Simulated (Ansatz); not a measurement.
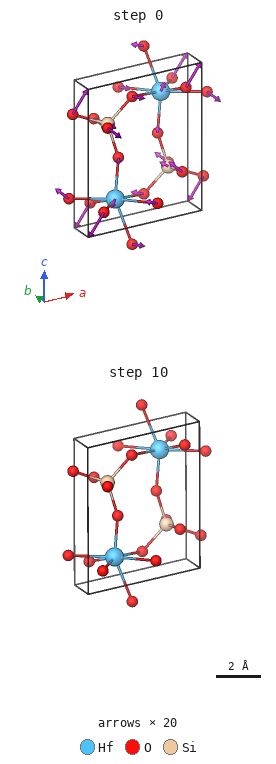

The structure of crystalline HfSiO₄ (built on the tetragonal host type) before (top) and after (bottom) a relaxation, at one scale. The purple arrows give the displacements (the part carried along by the change of the cell is left out), 20 times their true length.

The picture is a ball-and-stick view of the cell of the calculation, seen slightly off an axis.

Theory: DFT, r2SCAN, plane waves, PAW in Ansatz. Settings: plane-wave cutoff 500 eV; k-point mesh 4 × 6 × 4; occupations fermi dirac; smearing width 0.02 eV; no spin polarisation; cell and atoms relaxed; force threshold 0.005 eV/Å.

> Describe what moved and what it gained.

The largest moves relative to the cell, 0.069 Å, are those of O atoms. Largest moves by element: O 0.069 Å, Hf 0.025 Å, Si 0.024 Å. The drawn cell changes as follows: a 5.431 → 5.351 Å (−1.5 %), b 3.632 → 3.580 Å (−1.4 %), c 6.871 → 6.809 Å (−0.9 %), β 77.9° → 78.3°; the volume changes by −3.6 %. Some distances before and after: Hf–O 2.463 → 2.415 Å, O–Si 1.846 → 1.818 Å, Hf–O 2.267 → 2.250 Å, O–Si 1.701 → 1.687 Å. Among the angles between lasting bonds that change: O–Si–O 115.9° → 113.2°. The space group stays P2_1/m (No. 11). The energy falls by 84.6 meV per cell of the calculation in 8 accepted moves (10 points after the start). Largest force component: 0.21 eV/Å at the start, 0.0024 eV/Å at the end. Pressure: −6.37 GPa at the start and 0.03 GPa at the end. The line search rejected the trial step at point 6 of the run. At 1 point the geometry stayed and the basis and grid were re-selected for the new cell (energy shift of 2.8 meV per cell of the calculation at most each time).
